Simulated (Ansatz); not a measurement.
Mo: geometry relaxation (part 1 of 3)

- system: Mo (slab, 20 atoms in the cell)
- method: DFT PBE+D3(BJ), scalar-relativistic, plane waves, PAW, no spin polarisation (Ansatz 0.2.0)

The structure derives from an entry of the Crystallography Open Database. The input holds or restrains some coordinates. Forces given for the steps count only the free coordinates. It belongs to a series of runs on one base structure; here: clean slab, lower planes held.

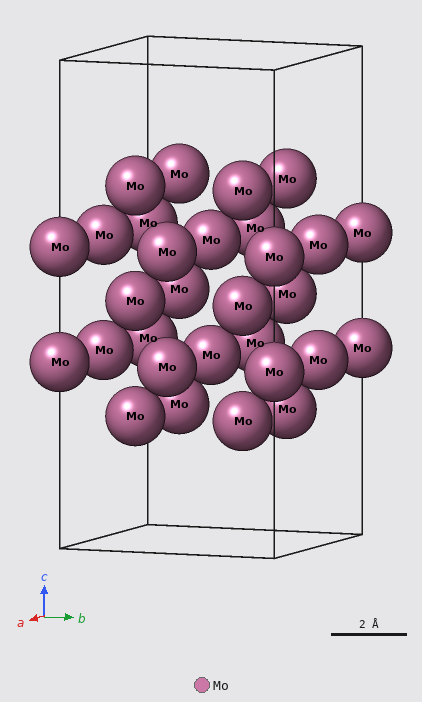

*The starting structure (spheres-only view of the cell of the calculation, with the vacuum cut short, seen slightly off an axis). An atom can appear more than once, as a periodic image.*

**Input file**
```yaml
crystal:
  lattice:
    - [6.2604336858, 0.0, 0.0]
    - [0.0, 6.2604336858, 0.0]
    - [0.0, 0.0, 22.2604336858]
  atoms:
    - { symbol: Mo, position: [0.25, 0.75, 0.3593820369] }
    - { symbol: Mo, position: [0.25, 0.25, 0.3593820369] }
    - { symbol: Mo, position: [0.75, 0.75, 0.3593820369] }
    - { symbol: Mo, position: [0.75, 0.25, 0.3593820369] }
    - { symbol: Mo, position: [0.5, 0.5, 0.4296910184] }
    - { symbol: Mo, position: [0.5, 0.0, 0.4296910184] }
    - { symbol: Mo, position: [0.0, 0.5, 0.4296910184] }
    - { symbol: Mo, position: [0.0, 0.0, 0.4296910184] }
    - { symbol: Mo, position: [0.75, 0.25, 0.5] }
    - { symbol: Mo, position: [0.75, 0.75, 0.5] }
    - { symbol: Mo, position: [0.25, 0.25, 0.5] }
    - { symbol: Mo, position: [0.25, 0.75, 0.5] }
    - { symbol: Mo, position: [0.0, 0.0, 0.5703089816] }
    - { symbol: Mo, position: [0.0, 0.5, 0.5703089816] }
    - { symbol: Mo, position: [0.5, 0.0, 0.5703089816] }
    - { symbol: Mo, position: [0.5, 0.5, 0.5703089816] }
    - { symbol: Mo, position: [0.25, 0.75, 0.6406179631] }
    - { symbol: Mo, position: [0.25, 0.25, 0.6406179631] }
    - { symbol: Mo, position: [0.75, 0.75, 0.6406179631] }
    - { symbol: Mo, position: [0.75, 0.25, 0.6406179631] }
basis:
  ecutwfc: 420
kpoints:
  mp_grid: { grid: [3, 3, 1] }
hamiltonian:
  xc: pbe
  dispersion: d3bj
scf:
  occupations: { method: gaussian, width: 0.1 }
output:
  forces: true
  eigenvalues: true
  write_density: true
  write_potential: true
  elf: true
  volumetric_format: npy
relax:
  adjacent_minimum: "off"
  f_tol: 0.03
  max_steps: 70
  constraints: [{ sites: [0, 1, 2, 3, 4, 5, 6, 7] }]
efield:
  axis: 3
  dipole_correction: true
  ramp_width: 0.04
```

Run on 4 threads of Intel Xeon (Granite Rapids), 192 GiB of memory available, shared host.

Run as:
```bash
ansatz run input.yaml --threads 4 --pin off --max-ram 10240MiB --backend cpu --events-out ev --progress --plain --runs-dir out
```

**Output**
```
Engine: ansatz 0.2.0, x86_64-unknown-linux-gnu
Pseudopotentials: kind: paw
Pseudopotential: Mo, paw, valence charge 14, recommended cutoff 420 eV (normal), Mo.paw.azcp
Functional definition: PBE
  parameter kappa = 0.804
  parameter beta = 0.06672455060314922
  exchange = pbe_x(kappa = kappa, mu = beta*pi^2/3)
  correlation = pbe_c(beta = beta)
Crystal: 20 atoms, lattice volume = 872.454 Å³
Basis set: ecut = 420 eV, 17063 PW (Γ), exchange–correlation on 90×90×300 points (8 copies of the dense FFT grid, shifted against one another)
Bands: 168, of which v1, the nominal top of the filled ones, is band 140 counted from 1 (139 counted from 0)
Symmetry: 32 space group operations
k-points: 3 of 9
Non-local potential: Mo, projectors of the file, l = 0: 3, l = 1: 2, l = 2: 2, l = 3: 1
PAW form: soft (Blöchl's): semilocal exchange-correlation on the pseudo side does not see the compensation charge
PAW one-centre angular grid: Mo, 590 points (default); XC on 64 Gauss nodes
Initial density: superposition of atomic densities (neutral atoms: chi_scale 0, normalization atom), corrected by the library's trained network
Initial wavefunctions: pseudopotential atomic-orbital guess
Functional: x = pbe(κ = 0.804, μ = 0.2195149727645171), c = pbe(β = 0.06672455060314922)
SCF iter   1: F=—  HF=-99113.353086 eV  |F-HF|=—  |Δ(HF+E_count)|=         —  Δρ=8.33e-3  dr2=2.08e0  ethr=1.77e-3  p=0.000 e·Å  D=1.28e-13 V/Å  ΔV_dip=-0.00 eV  dr2_dipole=1.05e-9  V_vac-E_F(+/−)=3.96/3.96 eV  ⟨swp⟩=11.0  Hψ=2551  notcnv=0
efield: sawtooth ramp at fractional position 0.9800 (placed from the atoms, in the widest stretch of the axis that holds none; the zero of the levels goes with the place), width 0.0400; the density the first Hamiltonian is built on has a dipole p = 0.000 e·Å; the dipole correction subtracts the counter field D = 1.28e-13 V/Å, which shifts the + side's vacuum level by -0.00 eV against the − side's; the planar-averaged density in the ramp window peaks in size at 1.3e-5 e/Å³
preconditioner: auto → LDOS  [metal: Δε(μ)=0.037 eV  Ē_g=3.539 eV  σ=0.100 eV  W_gap=0.20  n_scr=162 (ndim 8)  ℏωp=13.8 eV  f_vac=0.554  D(μ)=34.97/eV (n_scr^D=294)  β→1.0]
SCF iter   2: F=—  HF=-99113.220408 eV  |F-HF|=—  |Δ(HF+E_count)|=   1.33e-1  Δρ=3.59e-3  dr2=3.06e-1  ethr=7.44e-4  p=0.000 e·Å  D=5.26e-7 V/Å  ΔV_dip=-0.00 eV  dr2_dipole=2.36e-10  V_vac-E_F(+/−)=3.92/3.92 eV  ⟨swp⟩=2.0  Hψ=682  notcnv=0  defer=44
SCF iter   3: F=—  HF=-99113.213215 eV  |F-HF|=—  |Δ(HF+E_count)|=   7.19e-3  Δρ=2.17e-3  dr2=8.13e-2  ethr=1.09e-4  p=-0.000 e·Å  D=-2.67e-7 V/Å  ΔV_dip=0.00 eV  dr2_dipole=2.83e-10  V_vac-E_F(+/−)=3.95/3.95 eV  ⟨swp⟩=2.0  Hψ=651  notcnv=0  defer=44
SCF iter   4: F=—  HF=-99113.203923 eV  |F-HF|=—  |Δ(HF+E_count)|=   9.29e-3  Δρ=4.22e-4  dr2=5.55e-3  ethr=2.90e-5  p=-0.000 e·Å  D=-1.06e-8 V/Å  ΔV_dip=0.00 eV  dr2_dipole=1.27e-10  V_vac-E_F(+/−)=3.96/3.96 eV  ⟨swp⟩=2.3  Hψ=644  notcnv=0  defer=44
SCF iter   5: F=—  HF=-99113.203258 eV  |F-HF|=—  |Δ(HF+E_count)|=   6.65e-4  Δρ=1.03e-4  dr2=1.77e-4  ethr=1.98e-6  p=0.000 e·Å  D=2.16e-8 V/Å  ΔV_dip=-0.00 eV  dr2_dipole=5.32e-11  V_vac-E_F(+/−)=3.97/3.97 eV  ⟨swp⟩=2.3  Hψ=686  notcnv=0  defer=19
SCF iter   6: F=-99113.203270 eV  HF=-99113.203273 eV  |F-HF|=2.22e-6  |Δ(HF+E_count)|=   1.45e-5  Δρ=2.63e-5  dr2=1.77e-5  ethr=8.04e-9  p=0.000 e·Å  D=7.83e-8 V/Å  ΔV_dip=-0.00 eV  dr2_dipole=2.17e-11  V_vac-E_F(+/−)=3.97/3.97 eV  ⟨swp⟩=23.0  Hψ=5556  notcnv=0
SCF 1 converged in 6 iterations: F = -99113.203270 eV  dr2 = 1.77e-5
  greatest PAW one-centre occupation: 0.998 electrons in one spin orbital (limit 2), on the Mo atom at site 19 (counted from 0), in its partial waves of l = 0
relax step   1: F+E_penalty+E_count = -99113.20327043 eV  Δ(F+E_penalty+E_count) = +0.000e0 eV  max|allowed force component| = 1.156e0 eV/Å  Δτ_max = 0.0000 Å  (6 SCF iters, dr2 threshold 2.25e-5 eV, accepted)
Initial density: handed on by an earlier stage of this run
Initial wavefunctions: those handed on with the density
iter 1 solved again at ethr=2.77e-3 eV; its pass at ethr=3.10e-3 eV (dr2=7.74e0 eV) is discarded
SCF iter   1: F=—  HF=-99113.651184 eV  |F-HF|=—  |Δ(HF+E_count)|=         —  Δρ=1.23e-2  dr2=8.15e0  ethr=2.77e-3  p=0.000 e·Å  D=4.44e-7 V/Å  ΔV_dip=-0.00 eV  dr2_dipole=2.62e0  V_vac-E_F(+/−)=4.07/4.07 eV  ⟨swp⟩=1.0  Hψ=1726  notcnv=0  defer=16
efield: sawtooth ramp at fractional position 0.9800 (handed on by an earlier solve), width 0.0400; the density the first Hamiltonian is built on has a dipole p = 0.000 e·Å; the dipole correction subtracts the counter field D = 4.44e-7 V/Å, which shifts the + side's vacuum level by -0.00 eV against the − side's; the planar-averaged density in the ramp window peaks in size at 1.7e-6 e/Å³
preconditioner: auto → LDOS  [metal: Δε(μ)=0.032 eV  Ē_g=3.701 eV  σ=0.100 eV  W_gap=0.18  n_scr=162 (ndim 8)  ℏωp=13.8 eV  f_vac=0.559  D(μ)=31.55/eV (n_scr^D=262)  β→1.0]
SCF iter   2: F=—  HF=-99113.602441 eV  |F-HF|=—  |Δ(HF+E_count)|=   4.87e-2  Δρ=8.66e-3  dr2=1.58e0  ethr=2.77e-3  p=0.005 e·Å  D=9.39e-4 V/Å  ΔV_dip=-0.02 eV  dr2_dipole=1.27e-6  V_vac-E_F(+/−)=3.99/4.01 eV  ⟨swp⟩=2.3  Hψ=658  notcnv=0  defer=16
SCF iter   3: F=—  HF=-99113.476429 eV  |F-HF|=—  |Δ(HF+E_count)|=   1.26e-1  Δρ=4.79e-3  dr2=5.31e-1  ethr=5.65e-4  p=0.003 e·Å  D=5.55e-4 V/Å  ΔV_dip=-0.01 eV  dr2_dipole=1.25e-2  V_vac-E_F(+/−)=3.99/4.00 eV  ⟨swp⟩=2.7  Hψ=853  notcnv=0  defer=41
SCF iter   4: F=—  HF=-99113.425243 eV  |F-HF|=—  |Δ(HF+E_count)|=   5.12e-2  Δρ=8.21e-4  dr2=1.98e-2  ethr=1.90e-4  p=0.004 e·Å  D=8.20e-4 V/Å  ΔV_dip=-0.02 eV  dr2_dipole=2.09e-3  V_vac-E_F(+/−)=3.99/4.00 eV  ⟨swp⟩=2.0  Hψ=630  notcnv=0  defer=43
SCF iter   5: F=—  HF=-99113.422205 eV  |F-HF|=—  |Δ(HF+E_count)|=   3.04e-3  Δρ=3.38e-4  dr2=4.55e-3  ethr=7.05e-6  p=0.007 e·Å  D=1.55e-3 V/Å  ΔV_dip=-0.03 eV  dr2_dipole=3.10e-4  V_vac-E_F(+/−)=3.97/4.00 eV  ⟨swp⟩=2.0  Hψ=670  notcnv=0  defer=46
SCF iter   6: F=—  HF=-99113.422087 eV  |F-HF|=—  |Δ(HF+E_count)|=   1.18e-4  Δρ=1.74e-4  dr2=5.57e-4  ethr=1.62e-6  p=0.009 e·Å  D=1.92e-3 V/Å  ΔV_dip=-0.04 eV  dr2_dipole=2.02e-6  V_vac-E_F(+/−)=3.96/4.00 eV  ⟨swp⟩=2.0  Hψ=714  notcnv=0  defer=46
SCF iter   7: F=-99113.422053 eV  HF=-99113.422057 eV  |F-HF|=3.53e-6  |Δ(HF+E_count)|=   3.05e-5  Δρ=3.64e-5  dr2=2.09e-5  ethr=2.98e-8  p=0.010 e·Å  D=2.13e-3 V/Å  ΔV_dip=-0.05 eV  dr2_dipole=3.19e-7  V_vac-E_F(+/−)=3.96/4.00 eV  ⟨swp⟩=23.7  Hψ=5820  notcnv=0
SCF 2 converged in 7 iterations: F = -99113.422053 eV  dr2 = 2.09e-5
  greatest PAW one-centre occupation: 0.999 electrons in one spin orbital (limit 2), on the Mo atom at site 19 (counted from 0), in its partial waves of l = 0
relax step   2: F+E_penalty+E_count = -99113.42205344 eV  Δ(F+E_penalty+E_count) = -2.188e-1 eV  max|allowed force component| = 1.193e0 eV/Å  Δτ_max = 0.1991 Å  (7 SCF iters, dr2 threshold 8.36e-5 eV, accepted)
iter 1 solved again at ethr=1.07e-3 eV; its pass at ethr=3.10e-3 eV (dr2=3.00e0 eV) is discarded
SCF iter   1: F=—  HF=-99113.775818 eV  |F-HF|=—  |Δ(HF+E_count)|=         —  Δρ=5.86e-3  dr2=2.87e0  ethr=1.07e-3  p=0.010 e·Å  D=2.13e-3 V/Å  ΔV_dip=-0.05 eV  dr2_dipole=1.13e0  V_vac-E_F(+/−)=3.89/3.94 eV  ⟨swp⟩=1.3  Hψ=1494  notcnv=0  defer=50
efield: sawtooth ramp at fractional position 0.9800 (handed on by an earlier solve), width 0.0400; the density the first Hamiltonian is built on has a dipole p = 0.010 e·Å; the dipole correction subtracts the counter field D = 2.13e-3 V/Å, which shifts the + side's vacuum level by -0.05 eV against the − side's; the planar-averaged density in the ramp window peaks in size at 2.2e-6 e/Å³
preconditioner: auto → LDOS  [metal: Δε(μ)=0.101 eV  Ē_g=3.650 eV  σ=0.100 eV  W_gap=0.43  n_scr=162 (ndim 8)  ℏωp=13.8 eV  f_vac=0.558  D(μ)=23.72/eV (n_scr^D=154)  β→1.0]
SCF iter   2: F=—  HF=-99113.753983 eV  |F-HF|=—  |Δ(HF+E_count)|=   2.18e-2  Δρ=4.21e-3  dr2=4.31e-1  ethr=1.02e-3  p=0.026 e·Å  D=5.40e-3 V/Å  ΔV_dip=-0.12 eV  dr2_dipole=1.98e-3  V_vac-E_F(+/−)=3.91/4.03 eV  ⟨swp⟩=3.3  Hψ=643  notcnv=0  defer=50
SCF iter   3: F=—  HF=-99113.727971 eV  |F-HF|=—  |Δ(HF+E_count)|=   2.60e-2  Δρ=2.72e-3  dr2=2.24e-1  ethr=1.54e-4  p=0.025 e·Å  D=5.16e-3 V/Å  ΔV_dip=-0.11 eV  dr2_dipole=6.88e-3  V_vac-E_F(+/−)=3.90/4.02 eV  ⟨swp⟩=2.7  Hψ=803  notcnv=0  defer=50
SCF iter   4: F=—  HF=-99113.710883 eV  |F-HF|=—  |Δ(HF+E_count)|=   1.71e-2  Δρ=6.99e-4  dr2=1.44e-2  ethr=8.01e-5  p=0.025 e·Å  D=5.26e-3 V/Å  ΔV_dip=-0.12 eV  dr2_dipole=1.07e-3  V_vac-E_F(+/−)=3.91/4.03 eV  ⟨swp⟩=2.0  Hψ=598  notcnv=0  defer=50
SCF iter   5: F=—  HF=-99113.708577 eV  |F-HF|=—  |Δ(HF+E_count)|=   2.31e-3  Δρ=2.38e-4  dr2=1.98e-3  ethr=5.16e-6  p=0.025 e·Å  D=5.19e-3 V/Å  ΔV_dip=-0.12 eV  dr2_dipole=8.18e-5  V_vac-E_F(+/−)=3.91/4.03 eV  ⟨swp⟩=2.0  Hψ=693  notcnv=0  defer=50
SCF iter   6: F=—  HF=-99113.708458 eV  |F-HF|=—  |Δ(HF+E_count)|=   1.18e-4  Δρ=7.09e-5  dr2=1.17e-4  ethr=7.07e-7  p=0.025 e·Å  D=5.08e-3 V/Å  ΔV_dip=-0.11 eV  dr2_dipole=7.13e-7  V_vac-E_F(+/−)=3.92/4.03 eV  ⟨swp⟩=2.0  Hψ=597  notcnv=0  defer=50
SCF iter   7: F=-99113.708456 eV  HF=-99113.708459 eV  |F-HF|=2.63e-6  |Δ(HF+E_count)|=   4.40e-7  Δρ=1.75e-5  dr2=6.78e-6  ethr=3.18e-8  p=0.024 e·Å  D=4.93e-3 V/Å  ΔV_dip=-0.11 eV  dr2_dipole=1.53e-7  V_vac-E_F(+/−)=3.92/4.03 eV  ⟨swp⟩=22.0  Hψ=5776  notcnv=0
SCF 3 converged in 7 iterations: F = -99113.708456 eV  dr2 = 6.78e-6
relax step   3: F+E_penalty+E_count = -99113.70845622 eV  Δ(F+E_penalty+E_count) = -2.864e-1 eV  max|allowed force component| = 1.361e-1 eV/Å  Δτ_max = 0.0584 Å  (7 SCF iters, dr2 threshold 8.89e-5 eV, accepted)
SCF iter   1: F=—  HF=-99113.717375 eV  |F-HF|=—  |Δ(HF+E_count)|=         —  Δρ=2.05e-3  dr2=3.14e-1  ethr=6.11e-4  p=0.024 e·Å  D=4.93e-3 V/Å  ΔV_dip=-0.11 eV  dr2_dipole=1.12e-1  V_vac-E_F(+/−)=3.94/4.05 eV  ⟨swp⟩=2.0  Hψ=670  notcnv=0  defer=26
efield: sawtooth ramp at fractional position 0.9800 (handed on by an earlier solve), width 0.0400; the density the first Hamiltonian is built on has a dipole p = 0.024 e·Å; the dipole correction subtracts the counter field D = 4.93e-3 V/Å, which shifts the + side's vacuum level by -0.11 eV against the − side's; the planar-averaged density in the ramp window peaks in size at 6.8e-7 e/Å³
preconditioner: auto → LDOS  [metal: Δε(μ)=0.054 eV  Ē_g=3.641 eV  σ=0.100 eV  W_gap=0.29  n_scr=162 (ndim 8)  ℏωp=13.8 eV  f_vac=0.557  D(μ)=25.13/eV (n_scr^D=180)  β→1.0]
SCF iter   2: F=—  HF=-99113.711659 eV  |F-HF|=—  |Δ(HF+E_count)|=   5.72e-3  Δρ=6.60e-4  dr2=1.75e-2  ethr=1.12e-4  p=0.021 e·Å  D=4.34e-3 V/Å  ΔV_dip=-0.10 eV  dr2_dipole=4.03e-3  V_vac-E_F(+/−)=3.94/4.04 eV  ⟨swp⟩=1.0  Hψ=582  notcnv=0  defer=28
SCF iter   3: F=—  HF=-99113.712522 eV  |F-HF|=—  |Δ(HF+E_count)|=   8.64e-4  Δρ=8.71e-4  dr2=1.77e-2  ethr=6.25e-6  p=0.021 e·Å  D=4.44e-3 V/Å  ΔV_dip=-0.10 eV  dr2_dipole=1.15e-5  V_vac-E_F(+/−)=3.94/4.03 eV  ⟨swp⟩=3.0  Hψ=838  notcnv=0  defer=28
SCF iter   4: F=—  HF=-99113.710889 eV  |F-HF|=—  |Δ(HF+E_count)|=   1.63e-3  Δρ=1.22e-4  dr2=3.54e-4  ethr=6.25e-6  p=0.022 e·Å  D=4.48e-3 V/Å  ΔV_dip=-0.10 eV  dr2_dipole=7.49e-8  V_vac-E_F(+/−)=3.93/4.03 eV  ⟨swp⟩=2.0  Hψ=627  notcnv=0  defer=28
SCF iter   5: F=—  HF=-99113.710429 eV  |F-HF|=—  |Δ(HF+E_count)|=   4.60e-4  Δρ=2.97e-5  dr2=1.86e-5  ethr=1.27e-7  p=0.022 e·Å  D=4.60e-3 V/Å  ΔV_dip=-0.10 eV  dr2_dipole=1.17e-7  V_vac-E_F(+/−)=3.93/4.03 eV  ⟨swp⟩=3.0  Hψ=745  notcnv=0  defer=28
SCF iter   6: F=—  HF=-99113.710432 eV  |F-HF|=—  |Δ(HF+E_count)|=   3.54e-6  Δρ=1.17e-5  dr2=4.32e-6  ethr=6.63e-9  p=0.023 e·Å  D=4.73e-3 V/Å  ΔV_dip=-0.11 eV  dr2_dipole=9.93e-9  V_vac-E_F(+/−)=3.93/4.03 eV  ⟨swp⟩=2.3  Hψ=825  notcnv=0  defer=28
SCF iter   7: F=—  HF=-99113.710433 eV  |F-HF|=—  |Δ(HF+E_count)|=   3.58e-7  Δρ=9.86e-6  dr2=2.31e-6  ethr=4.13e-10  p=0.023 e·Å  D=4.82e-3 V/Å  ΔV_dip=-0.11 eV  dr2_dipole=2.14e-7  V_vac-E_F(+/−)=3.93/4.03 eV  ⟨swp⟩=20.0  Hψ=4734  notcnv=0
SCF iter   8: F=-99113.710433 eV  HF=-99113.710433 eV  |F-HF|=2.63e-8  |Δ(HF+E_count)|=   1.33e-7  Δρ=2.95e-6  dr2=2.13e-7  ethr=4.13e-10  p=0.024 e·Å  D=4.88e-3 V/Å  ΔV_dip=-0.11 eV  dr2_dipole=2.58e-10  V_vac-E_F(+/−)=3.93/4.03 eV  ⟨swp⟩=9.3  Hψ=3929  notcnv=0
SCF 4 converged in 8 iterations: F = -99113.710433 eV  dr2 = 2.13e-7
relax step   4: F+E_penalty+E_count = -99113.71043267 eV  Δ(F+E_penalty+E_count) = -1.976e-3 eV  max|allowed force component| = 3.193e-2 eV/Å  Δτ_max = 0.0186 Å  (8 SCF iters, dr2 threshold 1.16e-6 eV, accepted)
```
